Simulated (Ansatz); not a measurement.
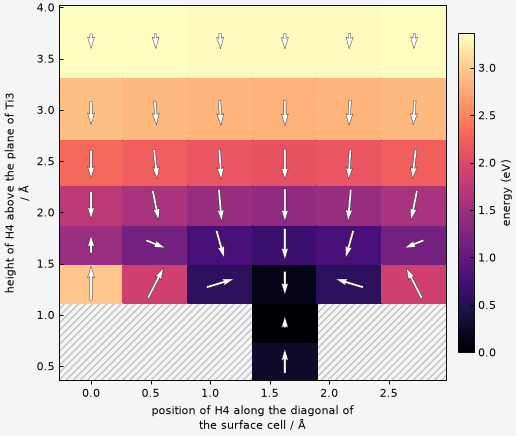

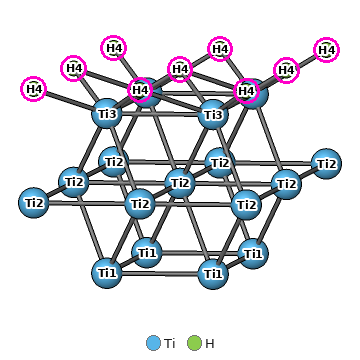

Energy landscape of H on a Ti(110) slab cut from the Im-3m phase, its upper half relaxed before the scan (3 atoms of substrate and one adsorbate in a 1 × 1 cell). H is moved along a line over the surface and along the normal, above a rigid substrate. Coordinates scanned: (1) position of H4 along the diagonal of the surface cell, from above Ti3; (2) height of H4 above the plane of Ti3. The scan uses a 6 × 8 grid; 26 points were computed and 12 follow by symmetry. At 10 points there is no value (left out of the scan, as a rule where atoms come close). Points are written as (first, second). All energies are given in eV relative to the lowest grid point. The runs have no spin polarisation, so an open-shell adsorbate far from the surface lies too high. Computed with Ansatz 0.2.0, DFT PBE, scalar-relativistic, plane waves, PAW. Settings: cutoff 420 eV, k-mesh 10×10×1, gaussian smearing 0.1 eV, no spin polarisation.

Drawn: one coloured cell a grid point, arrows along the force (downhill), their lengths compressed, hatched blanks where no value was computed. The second picture is the structure at the lowest point; rings mark the moved atoms.

What does the map say about the system?

Answer. The lowest grid point is at (1.63 Å, 0.93 Å) [nearest 2 Ti at 1.87 Å]. The highest grid point, (0.00 Å, 3.67 Å) [nearest 1 Ti at 3.67 Å], lies 3.36 eV above the lowest.

The values on the grid:

```csv
"second ↓, first →",0.00,0.54,1.09,1.63,2.17,2.71
3.67,3.36,3.36,3.35,3.34,3.35,3.36
2.97,2.90,2.87,2.83,2.81,2.83,2.87
2.47,2.30,2.23,2.14,2.11,2.14,2.23
2.07,1.72,1.59,1.43,1.39,1.43,1.59
1.69,1.46,1.15,0.79,0.68,0.79,1.15
1.31,2.96,1.88,0.56,0.15,0.56,1.88
0.93,–,–,–,0.00,–,–
0.55,–,–,–,0.28,–,–
```

Each point was launched as `ansatz run input.yaml --threads 1 --pin off --max-ram 3072MiB --backend cpu --events-out ev --progress --plain --runs-dir out`. Time for the 26 points that were run: 3.4 min on 1 thread of Intel(R) Xeon(R) Platinum 8488C (Sapphire Rapids), with other jobs on the host.
